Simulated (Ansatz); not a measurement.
## Electronic structure of CoSn$_{3}$ in real space

```cif
data_structure
_symmetry_space_group_name_H-M 'P 1'
_symmetry_Int_Tables_number 1
_cell_length_a 7.2021
_cell_length_b 7.2021
_cell_length_c 7.2021
_cell_angle_alpha 90.000
_cell_angle_beta 90.000
_cell_angle_gamma 90.000
_cell_volume 373.57
loop_
_atom_site_label
_atom_site_type_symbol
_atom_site_fract_x
_atom_site_fract_y
_atom_site_fract_z
_atom_site_occupancy
Sn1 Sn 0.25000 0.25000 0.25000 1
Sn2 Sn 0.75000 0.75000 0.25000 1
Sn3 Sn 0.75000 0.25000 0.75000 1
Sn4 Sn 0.25000 0.75000 0.75000 1
Sn5 Sn 0.75000 0.25000 0.25000 1
Sn6 Sn 0.25000 0.75000 0.25000 1
Sn7 Sn 0.25000 0.25000 0.75000 1
Sn8 Sn 0.75000 0.75000 0.75000 1
Sn9 Sn 0.50000 0.00000 0.00000 1
Sn10 Sn 0.00000 0.50000 0.00000 1
Sn11 Sn 0.00000 0.00000 0.50000 1
Sn12 Sn 0.50000 0.50000 0.50000 1
Co1 Co 0.00000 0.00000 0.00000 1
Co2 Co 0.50000 0.50000 0.00000 1
Co3 Co 0.50000 0.00000 0.50000 1
Co4 Co 0.00000 0.50000 0.50000 1
```

Space group Fm-3m; started from the BiF3 (D0_3) prototype, which need not be the ambient phase; computed pressure about −3 GPa in this cell; spin-polarised.

All numbers below come from DFT r2SCAN, scalar-relativistic, plane waves, PAW (Ansatz).

In a PAW calculation such maps are meaningful between the atoms, not at the nuclei.

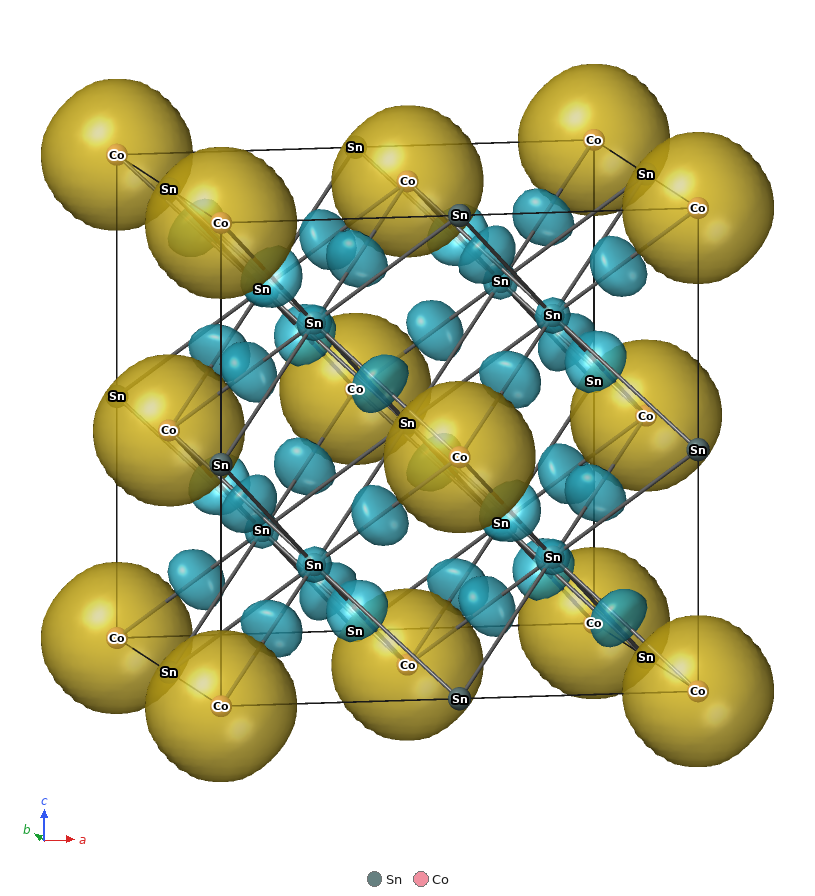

Figure 1. Isosurfaces of the spin density (up minus down) at +0.015 (yellow) and −0.015 e/Å³ (cyan), seen slightly off an axis. Sticks mark near contacts.

Question: Describe the spin distribution.

Answer: The spin density sits on Co: +1.9 μB (×4) in one cell of 16 atoms, with smaller moments on other sites: Sn (up to −0.06 μB): parallel main moments, as they must be, since the calculation's own cell holds one magnetic site. The cell of the calculation (4 atoms) carries 1.5 μB of net spin moment.

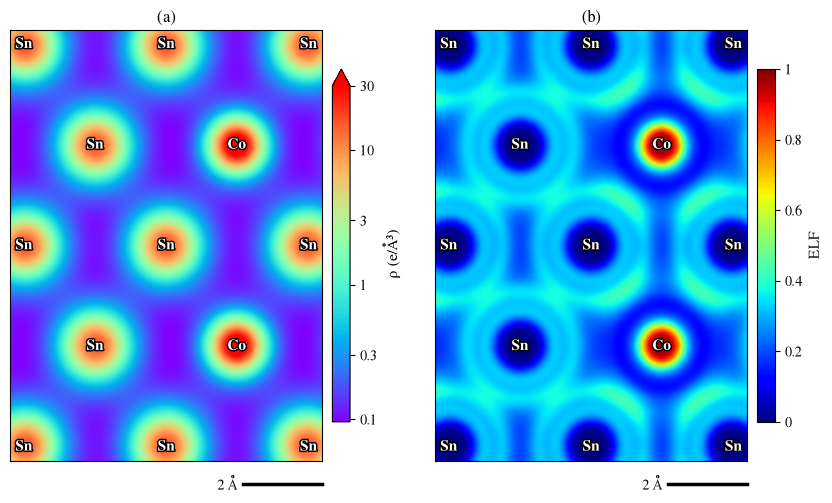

Figure 2. (a) valence charge density (pseudo); (b) electron localisation function on the (101) plane of the conventional cell.

Question: Describe what can be read from this map.

Answer: The plane passes through Sn and Co nuclei.
Co–Sn (3.12 Å): ρ at the midpoint is about 0.17 e/Å³; the ELF is about 0.40 at the midpoint.
Sn–Sn (3.12 Å): ρ at the midpoint is about 0.2 e/Å³; the ELF is about 0.40 at the midpoint.
Between the atoms the lowest density in this plane is 0.1 e/Å³.
The features right at Co lie inside the PAW spheres, where the map follows smoothed inner orbitals and isn't to be read closely.

Question: Does the calculation make it a metal, or give it a gap?

Answer: It is metallic or semimetallic at this level of theory: no gap opens.
